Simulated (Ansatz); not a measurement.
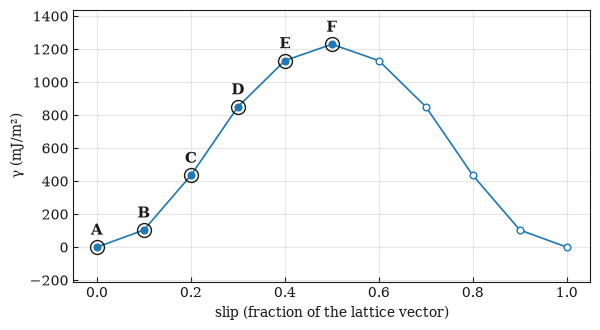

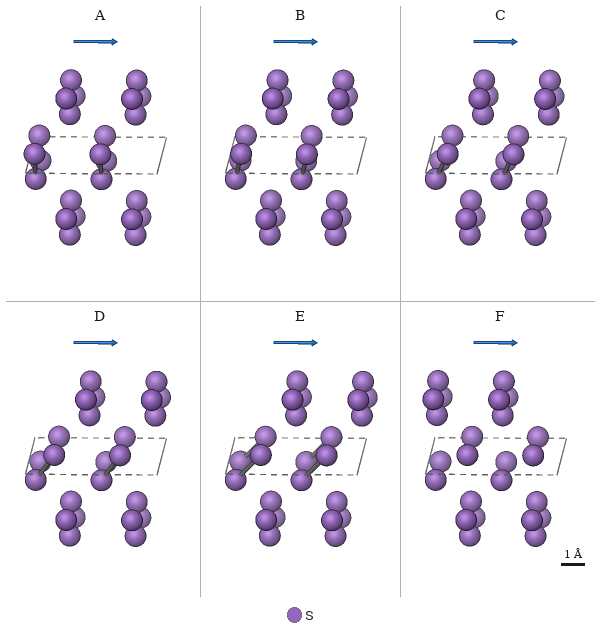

A scan of solid S (P4_2/mnm): the crystal above a cut along the (1 0 0) plane of the conventional cell (between a plane of S below and one of S above, 1.34 Å apart) is slid rigidly by fractions of an in-plane lattice vector 2.96 Å long (a generalised stacking fault). One cut stands in each cell, which starts 11.0 Å high; nothing is relaxed, and the dashed outline marks the cut, the arrow on top the direction of slip. The lettered frames are marked on the plot. Hollow markers are points alike by symmetry, not computed again. Style: ball-and-stick. Shown: the layers on both sides of the cut, from the side, nearly along the cut plane.

Theory: DFT PBE+D3(BJ), scalar-relativistic, plane waves, PAW (Ansatz 0.2.0). (plane-wave cutoff 420 eV; k-point mesh 9 × 16 × 5; occupations gaussian; smearing width 0.15 eV; no spin polarisation). Energies (free energies at the smearing named) are counted from the relaxed crystal.

> Read off the main features of the energy profile.

The curve starts and ends at zero, since a full lattice vector restores the crystal. Its highest computed point is 1230 mJ/m² at slip 0.50, which the unstable stacking-fault energy of this rigid path equals or slightly exceeds. No local minimum shows among the points, so there is no metastable fault on this line. The path is symmetric about half-way. Relaxation across the fault would lower the values.
